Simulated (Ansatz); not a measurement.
Run report: Sn, geometry relaxation (part 2 of 2)

Continued. System: Sn (2 atoms in the cell). Method: DFT PBE, scalar-relativistic, plane waves, PAW, no spin polarisation (Ansatz 0.2.0); cutoff 420 eV, 12×12×12 k-mesh, Gaussian smearing of 0.1 eV. The structure derives from a Materials Project entry.

Geometry of the input (Å; fractional positions):
```
0.0000  3.2850  3.2850
3.2850  0.0000  3.2850
3.2850  3.2850  0.0000
Sn 0.0000  0.0000  0.0000
Sn 0.2500  0.2500  0.2500
```

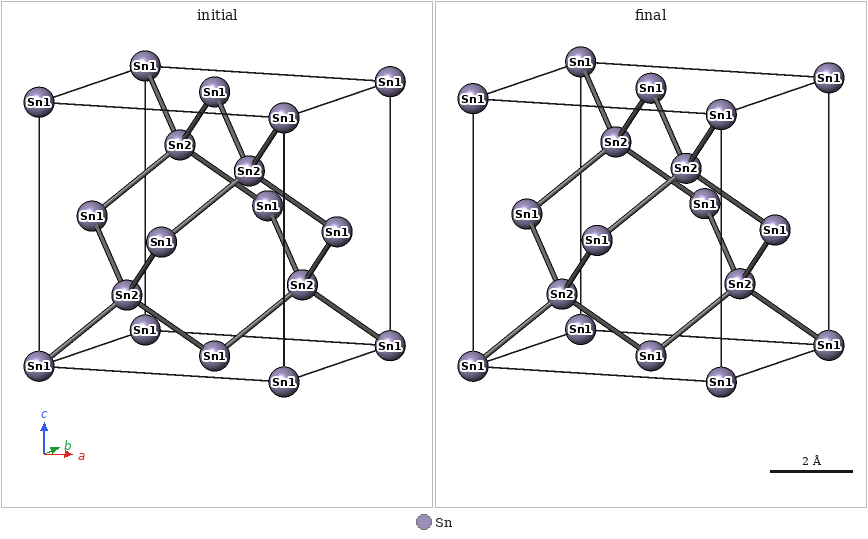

**Figure 1.** Before (left) and after (right) the relaxation, at one scale (ball-and-stick view of the cell 4 times as large as that of the calculation, set on its symmetry axes, seen slightly off an axis). After 2 geometry steps the energy has fallen by 12.4 meV per cell of the calculation. All forces vanish by symmetry, so only the cell relaxes. The pressure goes from 1.52 to −0.04 GPa. No atom moves by more than 0.005 Å relative to the cell. The volume changes by +4.1 %, with a = b = c 6.570 → 6.658 Å (+1.3 %). Among the contacts that change: Sn1–Sn2 2.845 → 2.883 Å. The space group stays Fd-3m (No. 227). A last SCF at the same geometry on a re-selected plane-wave basis shifts the energy by −0.4 meV per cell of the calculation. (Atoms are counted from 1 in the order of the input.)

```
basis re-selected at this cell: Δ(F+E_penalty+E_count) = -4.371e-4 eV, ΔP = -0.003 GPa vs the last step (what re-selecting the basis moved, of the pressure what is left beyond the Pulay correction that the steps carried, after the strain that the cell walked since its last selection, with what the two solves' SCF thresholds leave and, on support functions, any second-order correction that the steps lacked; it is no measure of the basis error at this ecutwfc). This SCF's stress stands 4.19e-2 GPa from its target on what of the cell is left free (relax.cell.stress_tol is 5.00e-2 GPa) and its largest allowed force component is 1.16e-17 eV/Å (relax.f_tol is 5.00e-3 eV/Å): within both
SCF converged after 6 iterations
Free energy (F): -12048.425371 eV
Harris-Foulkes:  -12048.425371 eV  (|F-HF|=9.09e-12)
Internal energy: -12048.424072 eV  (E = F + TS)
E sigma→0 (E₀):  -12048.424722 eV
Entropy (-TS):   -0.001299 eV (-0.650 meV/atom)
Fermi energy:    6.864821 eV
--- Per-component energies (eV) ---
  E_band       = -270.586162
  E_kinetic    = 372.963227
  E_local      = -2395.859413  (includes V_loc(G=0)·N_el)
  E_nonlocal   = -64.179808
  E_hartree    = 1360.726622
  E_xc         = -763.478770
  E_vxc        = -190.143052  (∫ρ·V_xc dr)
  E_paw        = -8275.201380  (= ΣΔE_a)
  E_vpaw       = -714.820246  (= ΣTr[D̂ρ^β])
  E_aug_tail   = -0.000001  (compensation charges beyond the density's cutoff)
  E_ewald      = -2283.394549
  E_smearing   = -0.001299  (= −TS)
  E_closure    = -0.000000  (closes the sum)
  Σ components = -12048.425371   (vs F -12048.425371, Δ=0.00e0)
--- Forces (eV/Å), atoms counted from 1 ---
  atom   1  Sn     0.00000000     0.00000000    -0.00000000
  atom   2  Sn    -0.00000000     0.00000000     0.00000000
  max |Σ_I F_I| component: 1.51e-17 eV/Å
--- Stress (GPa, compression-positive) ---
       -0.041928      -0.000000      -0.000000
       -0.000000      -0.041928      -0.000000
       -0.000000      -0.000000      -0.041928
  P = ⅓ Tr σ = -0.0419 GPa (-0.419 kbar)
--- Band table (eV; the first three rows and the last of 72) ---
  k-point 0: bands = ["-14.6614", "-14.6614", "-14.6614", "-14.6119", "-14.6119", "-14.3599", "-14.3599", "-14.3599", "-14.3586", "-14.3586", "-3.2231", "5.7323", "6.9750", "6.9750", "6.9750", "9.0361", "9.0361", "9.0361"]
  k-point 1: bands = ["-14.6658", "-14.6658", "-14.6600", "-14.6059", "-14.6059", "-14.3737", "-14.3737", "-14.3617", "-14.3458", "-14.3458", "-3.1610", "5.0876", "6.8505", "6.8505", "7.2350", "9.1990", "9.1990", "9.2769"]
  k-point 2: bands = ["-14.6744", "-14.6744", "-14.6559", "-14.5932", "-14.5932", "-14.3876", "-14.3876", "-14.3665", "-14.3346", "-14.3346", "-2.9774", "3.9988", "6.5799", "6.5799", "7.2690", "9.5523", "9.5523", "10.0411"]
  k-point 71: bands = ["-14.7173", "-14.7173", "-14.5453", "-14.5453", "-14.4902", "-14.4902", "-14.4550", "-14.4550", "-14.2864", "-14.2864", "-0.3306", "-0.3306", "4.1573", "4.1573", "10.0872", "10.0872", "10.8962", "10.8962"]
--- Relaxed structure (3 steps of the walk, 3 accepted, 1 SCFs on fresh bases) ---
  F+E_penalty+E_count = -12048.42537135 eV   max|allowed force component| = 1.156e-17 eV/Å   (the final SCF, on the basis selected at the relaxed cell)
  cell:  # Å, volume = 73.7926 Å³
    - [-4.171835851933264e-34, 3.329105891391922, 3.329105891391922]
    - [3.329105891391922, -4.585834829606031e-34, 3.329105891391922]
    - [3.329105891391922, 3.329105891391922, -1.2419969330183e-34]
  atoms:
    - { symbol: Sn, position: [-7.901070929613824e-36, -4.31314500022397e-36, 4.3398635975704905e-35] }
    - { symbol: Sn, position: [0.25, 0.25, 0.25] }
```

**Trajectory as extended XYZ (Å, eV, eV/Å), 4 frames, from step=1 to step=4**
```
2
Lattice="0.0000 3.2850 3.2850 3.2850 0.0000 3.2850 3.2850 3.2850 0.0000" Properties=species:S:1:pos:R:3:forces:R:3 step=1 energy=-12048.41255 pressure_GPa=1.52
Sn    0.0000    0.0000    0.0000    0.0000   0.0000   0.0000
Sn    1.6425    1.6425    1.6425    0.0000   0.0000   0.0000
2
Lattice="0.0000 3.3449 3.3449 3.3449 0.0000 3.3449 3.3449 3.3449 0.0000" Properties=species:S:1:pos:R:3:forces:R:3 step=2 energy=-12048.42289 pressure_GPa=-0.52
Sn    0.0000    0.0000    0.0000    0.0000   0.0000   0.0000
Sn    1.6724    1.6724    1.6724    0.0000   0.0000   0.0000
2
Lattice="0.0000 3.3291 3.3291 3.3291 0.0000 3.3291 3.3291 3.3291 0.0000" Properties=species:S:1:pos:R:3:forces:R:3 step=3 energy=-12048.42493 pressure_GPa=-0.04
Sn    0.0000    0.0000    0.0000    0.0000   0.0000   0.0000
Sn    1.6646    1.6646    1.6646    0.0000   0.0000   0.0000
2
Lattice="0.0000 3.3291 3.3291 3.3291 0.0000 3.3291 3.3291 3.3291 0.0000" Properties=species:S:1:pos:R:3:forces:R:3 step=4 energy=-12048.42537 pressure_GPa=-0.04
Sn    0.0000    0.0000    0.0000    0.0000   0.0000   0.0000
Sn    1.6646    1.6646    1.6646    0.0000   0.0000   0.0000
```

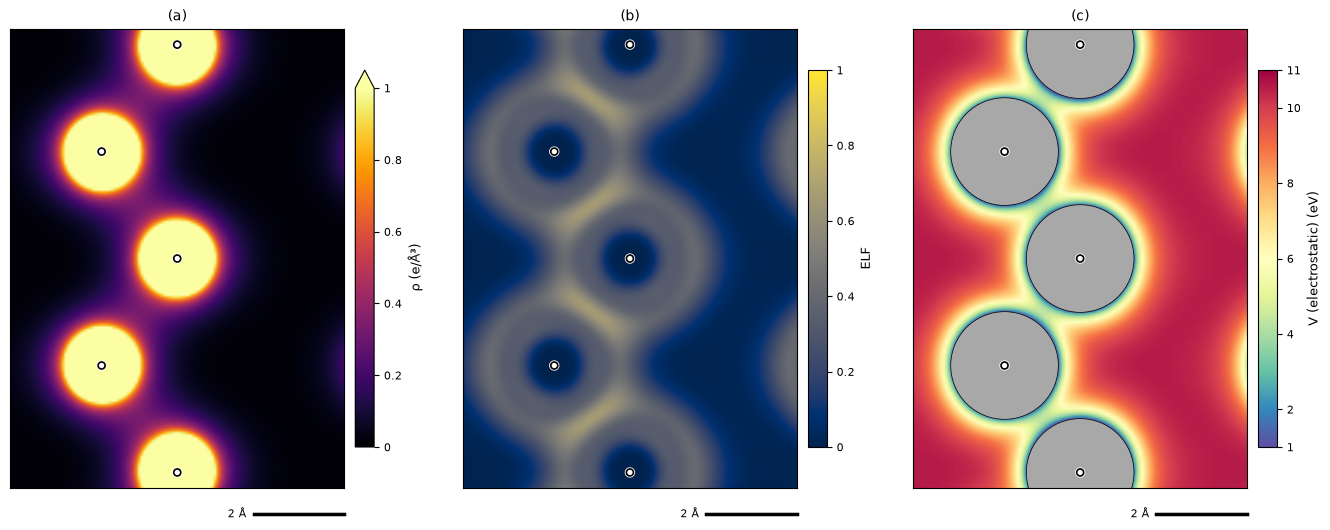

**Figure 2.** (a) valence electron density; (b) ELF; (c) electrostatic potential energy of an electron on the (011) plane of the conventional cell. Circles mark the nuclei in the plane (Sn). Grey discs, where drawn, cover atomic cores. Atoms in the plane: Sn. Sn–Sn (2.88 Å): ρ at the midpoint is about 0.33 e/Å³; the ELF peaks at about 0.65 between the atoms. Away from the nuclei the density in this plane falls to 0.008 e/Å³ at its lowest. Outside the cores the potential energy rises away from the atoms and is highest about 2.9 Å from the nearest atoms; outside the discs it spans about 9 eV, and its zero is arbitrary. In a PAW calculation such maps are meaningful between the atoms, not at the nuclei.

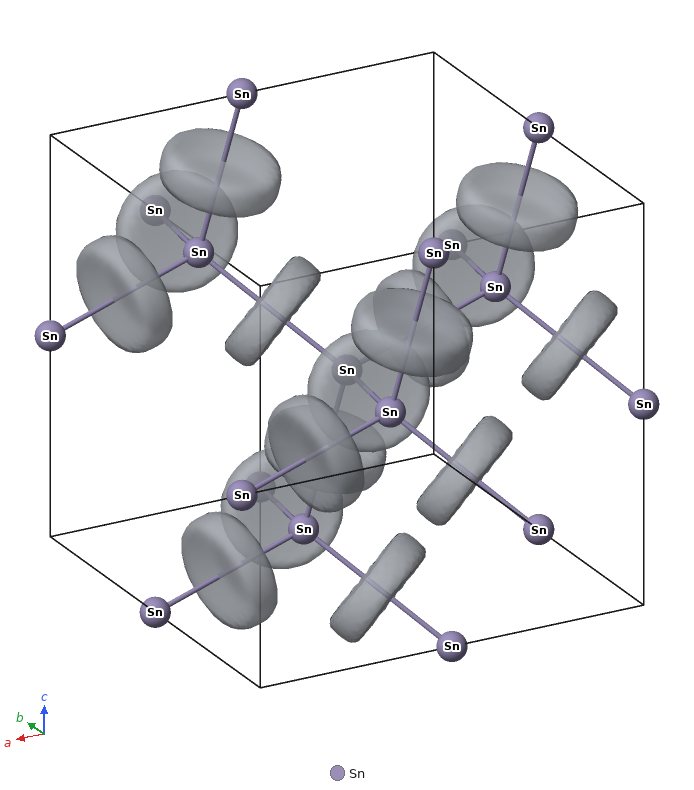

**Figure 3.** Isosurface of the ELF at 0.5 (grey), seen at an oblique angle. Core shells and regions of very low density are left out. Sticks mark near contacts. The outline is the cell set on symmetry axes. Along the contacts the grid gives the following. Sn–Sn (2.88 Å): the ELF peaks at about 0.65 between the atoms.

**Summary**

| quantity | value |
| --- | --- |
| outcome | converged |
| space group (tolerance 0.01 Å) | Fd-3m (227) |
| electrons treated | 28 |
| free energy | −12048.4254 eV |
| Fermi energy | 6.865 eV |
| gap on the k-point mesh | none (metallic) |
| pressure | −0.04 GPa |
| final volume | 73.79 Å³ |
| largest force (length of the vector) at the end | under 0.001 eV/Å |
| final cell | a = 4.708 Å, b = 4.708 Å, c = 4.708 Å, α = 60.00°, β = 60.00°, γ = 60.00° |
| wall time | 21 s |
| peak memory | 0.38 GiB |
